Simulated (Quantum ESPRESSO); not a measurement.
# Cutoff and k mesh for the magnetic order energy and moment of MnCuAs (P4/nmm) and MnGe (P2_13) in LDA

The usual rule of thumb is that basis and sampling errors cancel between two magnetic orders of one crystal, so that a modest cutoff is enough for their energy difference. We test it for a screening task: choosing Mn compounds for a magnetic memory layer by the stability of their order.

Our brief asks for one cutoff that serves both compounds. The order energy, opposed less parallel per magnetic atom, must lie within 25 K of its value at the tightest setting when divided by Boltzmann's constant. The moment of the parallel order must lie within 0.02 μB of its value there, and the pair of runs may cost at most half of the tightest pair. These limits are our own choice. They concern numerical settings within LDA, not agreement with experiment.

## Set-up

Crystals from cells of the Materials Project database (relaxed there by DFT), atoms fixed in all runs. Quantum ESPRESSO 7.5, plane waves with GBRV 1.5 LDA pseudopotentials, cutoff 299 to 708 eV, Fermi-Dirac smearing of 0.1 to 0.14 eV, k meshes whose coarsest spacing along a reciprocal vector is 0.17 to 0.49 1/Å over all runs (2π included). Functional: LDA, no Hubbard U; collinear spins, no spin-orbit coupling. For each system the cutoff is raised and the threshold for self-consistency lowered at every rung, while the smearing width stays fixed; the k mesh becomes denser overall but not at every step (MnGe keeps 4×4×4 from the first to the second rung, and MnCuAs goes from 6 to 4 points along c from the second to the third); a parallel and one opposed order are run at each value. Costs are from shared machines, each system on one type of processor (MnCuAs (P4/nmm): Skylake/Cascade Lake; MnGe (FeSi-type, P2_13): Arm Neoverse N1), so they compare within a system. Runs that did not converge or carry a known fault are not listed.

Notes on method and selection:

- The tightest setting is the reference and is not itself shown to be converged.
- Energies are free energies at the smearing width, not extrapolated to zero width.
- Site moments count the spin inside each program's own atomic sphere, so they depend somewhat on its radius and leave out the spin between the spheres.
- Quantum ESPRESSO sets the radius of an element's spheres to about 0.41 of its shortest distance to a neighbour, so it changes from cell to cell and the site moment with it.
- Runs that did not converge, have known faults or may not be shown are not listed, and runs on Ansatz's PAW sets soft_1 and soft_2 are kept to separate tables.

Columns:

- cost (core-s): processor time of the two runs together.
- settings: basis cutoff (eV), k mesh of the primitive cell and smearing width (eV).
- order energy (meV): energy of the opposed order less that of the parallel order, per magnetic atom.
- error (meV): that energy less its value at the tightest setting of the same system.
- moment (μB): largest site spin moment of the parallel order.

## The series

```
member                      system                   cost (core-s)  settings             order energy (meV)  error (meV)  moment (μB)  remark
MnCuAs (P4/nmm), 1          MnCuAs (P4/nmm)          140            299.3, 4×4×2, 0.1    −128.7              7.20         3.231
MnCuAs (P4/nmm), 2          MnCuAs (P4/nmm)          550            408.2, 6×6×6, 0.1    −136.3              −0.40        3.203
MnCuAs (P4/nmm), 3          MnCuAs (P4/nmm)          920            544.2, 8×8×4, 0.1    −134.1              1.78         3.202
MnCuAs (P4/nmm), 4          MnCuAs (P4/nmm)          3200           707.5, 10×10×6, 0.1  −135.9              0.00         3.205
MnGe (FeSi-type, P2_13), 1  MnGe (FeSi-type, P2_13)  310            299.3, 4×4×4, 0.14   95.2                48.14        1.948        the opposed order ends with a moment of 1.53 muB against 1.10 at the tightest setting
MnGe (FeSi-type, P2_13), 2  MnGe (FeSi-type, P2_13)  470            408.2, 4×4×4, 0.14   49.9                2.88         1.653
MnGe (FeSi-type, P2_13), 3  MnGe (FeSi-type, P2_13)  2400           544.2, 6×6×6, 0.14   47.0                −0.04        1.624
MnGe (FeSi-type, P2_13), 4  MnGe (FeSi-type, P2_13)  8600           707.5, 8×8×8, 0.14   47.0                0.00         1.623
```

error (meV) against cost (core-s) (numbers count the rows of the first table from the top):

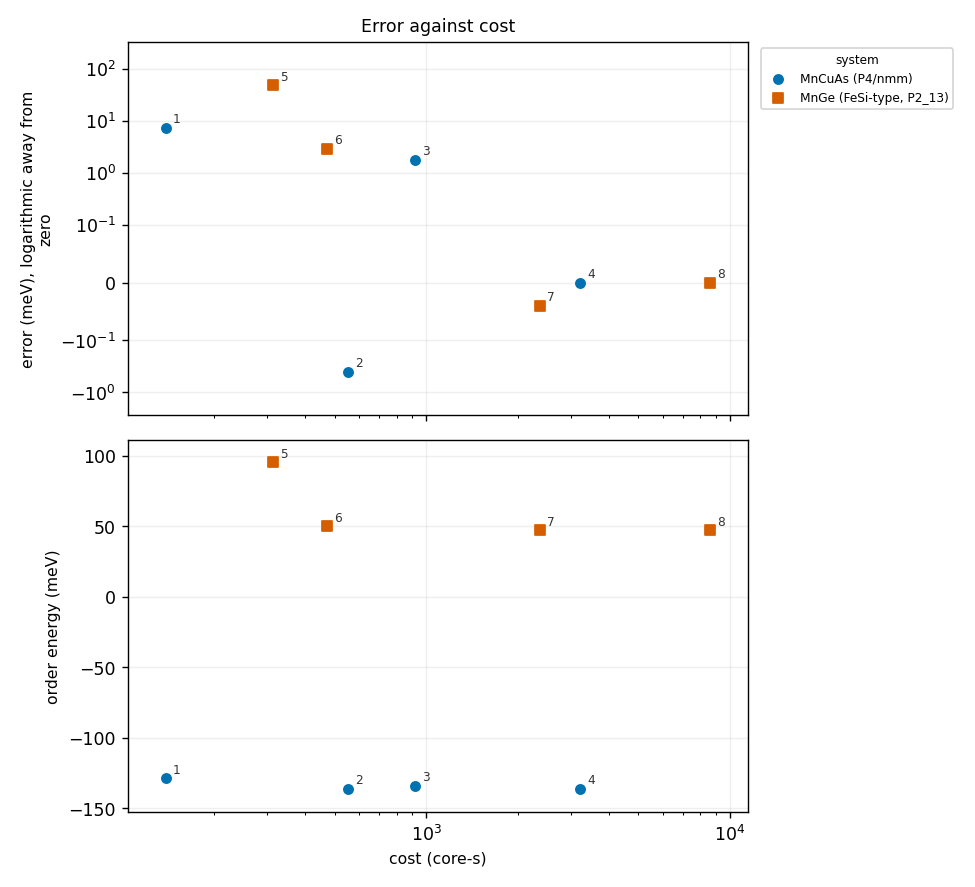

## Interpretation

At 299.3 eV the order energy is off by 7.20 meV in MnCuAs and by 48.14 meV in MnGe, which is 5% and 102% of the respective tightest values. From 408.2 eV upward the errors stay below 3 meV. The sign never changes: the opposed order is lower in MnCuAs, the parallel order in MnGe.

The first step in MnGe keeps mesh and smearing width fixed, so its fall of 95.2 − 49.9 = 45.3 meV comes from the higher cutoff, together with the tighter self-consistency threshold. Over 408.2 − 299.3 = 108.9 eV of cutoff this averages 45.3 / 108.9 = 0.42 meV per eV. The likely mechanism is that the compact Mn 3d states need plane waves of short wavelength. Without them the balance between exchange gain and band energy shifts, and the moment of an itinerant magnet such as MnGe follows easily. The parallel moment drops from 1.948 to 1.653 μB in this step.

With a fixed exchange constant the order energy would scale as $m^2$. The inflated moment would then give 47.0 × (1.948 / 1.623)² = 67.7 meV, which has the right sign but covers less than half of the excess. The rest may come from the energy of forming moments of different size in the two orders, or from a change of the exchange constant itself; the table cannot separate them.

In MnCuAs the moment is stiffer and moves by only 0.026 μB between the first and last settings. Its slight excess at the first setting would make the order energy more negative, whereas the calculated value is less negative. Sampling is a better candidate: the energy is −128.7 meV with two k points along c, −134.1 with four, and −136.3 and −135.9 with six. Cutoff and in-plane mesh change as well, so this ordering is suggestive only.

## Where the trend breaks

The first MnGe row should not be used for energies or moments. Its opposed order ends with 1.53 μB against 1.10 μB at the tightest setting, a larger relative excess than in the parallel order, so the errors of the two runs do not cancel. The low cutoff is the first suspect, though the opposed run may also have settled in a different magnetic solution, or stopped before its moment had fully relaxed under the loose self-consistency threshold of this rung.

The third MnCuAs row steps back by 136.3 − 134.1 = 2.2 meV from the second despite its higher cutoff. It remains usable where 2 meV is tolerable. The small error of the second row, −0.40 meV, deserves some caution: that row has the same six points along c as the reference, and a sampling error common to both would not show in the difference.

## Computational cost

The best purchase is the first step in MnGe: 160 extra core-s remove 45.3 meV of error. The next step costs 2400 − 470 = 1930 core-s more and lowers the order energy by 49.9 − 47.0 = 2.9 meV. The last adds 6200 core-s and moves the energy by 0.04 meV. In MnCuAs the first step, from 140 to 550 core-s, brings the error from 7.20 to −0.40 meV; later steps show no steady gain.

Cost follows the number of mesh points times cutoff to the power 3/2, as expected when work grows with the number of plane waves. The second MnGe step goes from 4 × 4 × 4 = 64 to 6 × 6 × 6 = 216 points, which gives (216 / 64) × (544.2 / 408.2)^1.5 = 5.2, against 2400 / 470 = 5.1. The estimate fails for the first MnCuAs step, from 4 × 4 × 2 = 32 to 216 points, giving (216 / 32) × (408.2 / 299.3)^1.5 = 10.8 against 550 / 140 = 3.9, possibly because symmetry removes a smaller share of a coarse mesh.

## Choosing a member

We convert energies with $T = \Delta E / k_\mathrm{B}$ and $k_\mathrm{B}$ = 0.0862 meV/K. This is an energy scale, not an ordering temperature.

At 299.3 eV the errors are 7.20 / 0.0862 = 84 K for MnCuAs and 48.14 / 0.0862 = 560 K for MnGe, so both rows fail. At 408.2 eV MnCuAs passes, with an error of about −5 K and a moment 0.002 μB below the reference. MnGe fails there on both counts, with 2.88 / 0.0862 = 33 K and a moment 0.030 μB too large.

At 544.2 eV both compounds pass. MnCuAs is off by 1.78 / 0.0862 = 21 K and 0.003 μB, MnGe by less than 1 K and 0.001 μB. The costs are 920 / 3200 = 0.29 and 2400 / 8600 = 0.28 of the tightest pairs. The 707.5 eV rows define the reference and exceed the cost limit.

Our pick is therefore 544.2 eV, with 8×8×4 points for MnCuAs and 6×6×6 for MnGe. The order energies become −134.1 / 0.0862 = −1560 K and 47.0 / 0.0862 = 545 K. LDA itself can be wrong by roughly some tens of meV for such metals, or a few hundred kelvin. The settings are thus good enough for comparisons within LDA, while the physical stability of either order is known far less closely. For MnGe, whose real order is a spiral, the collinear difference is only a measure of exchange strength.

The runner-up is 408.2 eV. It would win if the limits were relaxed to 35 K and 0.04 μB, or if a denser mesh at that cutoff brought MnGe within the present ones. The pick is also exposed on the MnCuAs side: the limit is 25 × 0.0862 = 2.16 meV, so a converged order energy only 0.4 meV more negative than the present reference would put the 8×8×4 row outside the limit. A run at 544.2 eV with six points along c would be the natural check.

## Conclusions and limits

For these two metals, at their fixed smearing widths and with the k meshes listed, cutoffs from 408 to 708 eV hold the order energy within 3 meV and the moment within 0.03 μB of the tightest setting. The rule of thumb fails for MnGe at 299 eV.

Two effects that this test does not vary can exceed that remaining spread. Electronic smearing lowers each order by about $(\pi^2/6)\,N(E_\mathrm{F})\,w^2$, where $w$ is the width and $N(E_\mathrm{F})$ the density of states at the Fermi level. It favours the order with more states there, by roughly 16 meV at 0.1 eV and 32 meV at 0.14 eV for a difference of one state per eV and magnetic atom. Gradient corrections or a Hubbard U usually raise Mn moments, by roughly some tenths of a μB.

[Logs are printed without paths, hosts, clocks, repeated set-up lines and the standing remarks that a program may print on its own settings, such as how far it seeks lower states.]
